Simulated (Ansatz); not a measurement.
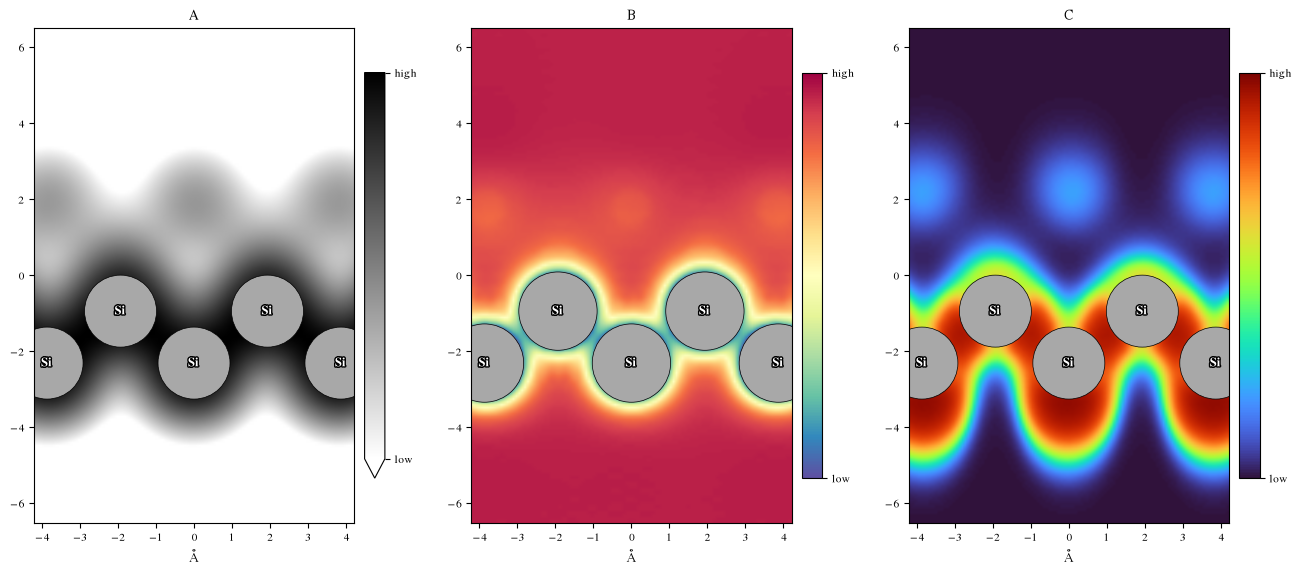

Si (slab): 3 fields on the (100) plane of the calculation cell, a cut from vacuum to vacuum, with unlabelled colour scales. Grey discs cover the atomic cores.

A point of a scan over the structure, not its minimum; not relaxed (largest force 0.6 eV/Å); PAW files of the earlier set (soft_1); the program warned that a starting moment wasn't kept; spin-polarised, but the moments vanished.

Level of theory: DFT PBE, scalar-relativistic, plane waves, PAW (Ansatz 0.2.0).

> Which field does each panel show? The fields are: electron localisation function, electrostatic potential energy of an electron and valence pseudo-density.

Panel A: valence pseudo-density. Panel B: electrostatic potential energy of an electron (low next to the atoms, rising into the space between them). Panel C: electron localisation function. From the grid: Si–Si (2.37 Å): ρ is about 0.54 e/Å³ halfway; the ELF peaks at about 0.95 between the atoms.
